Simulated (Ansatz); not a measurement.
KF

```
K F
1.0
     3.08324    0.00000    0.00000
     0.00000    3.08324    0.00000
     0.00000    0.00000    3.08324
K F
1 1
Direct
  0.00000 0.00000 0.00000
  0.50000 0.50000 0.50000
```

Space group Pm-3m; started from the CsCl prototype, which need not be the ambient phase.

These are results of DFT, LDA, plane waves, PAW (Ansatz 0.2.0), not measurements.

### Predict the valence pseudo-density and electron localisation function between the atoms.

K–F (2.67 Å): ρ is about 0.13 e/Å³ halfway; the ELF is about 0.05 at the midpoint: an ionic contact with no shared pair.

### Metal or insulator at this level of theory?

It is gapped, with a Kohn–Sham gap of 7.2 eV on the k-point mesh (the band edges may lie off the mesh, which would make the gap smaller).

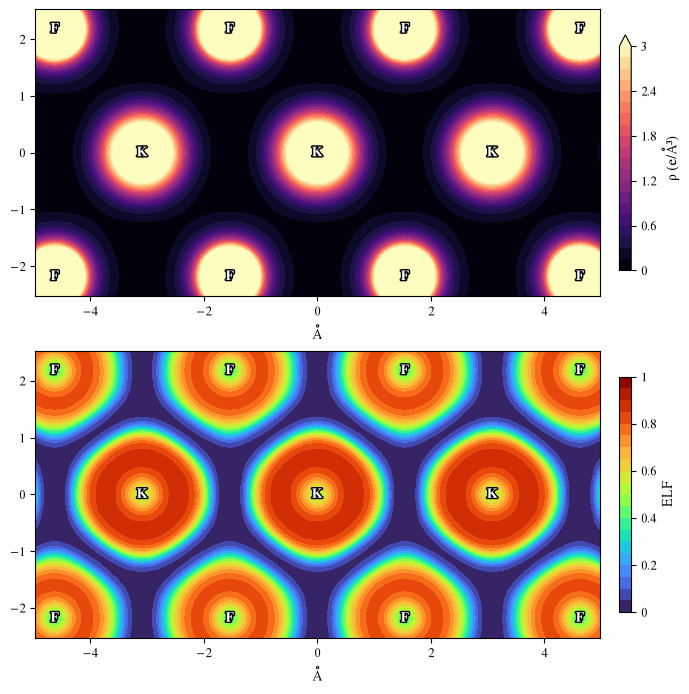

Computed valence pseudo-density and electron localisation function on the (110) plane of the conventional cell, in this order. 

The density is the valence pseudo-density of a PAW calculation; it isn't the true density close to the nuclei.
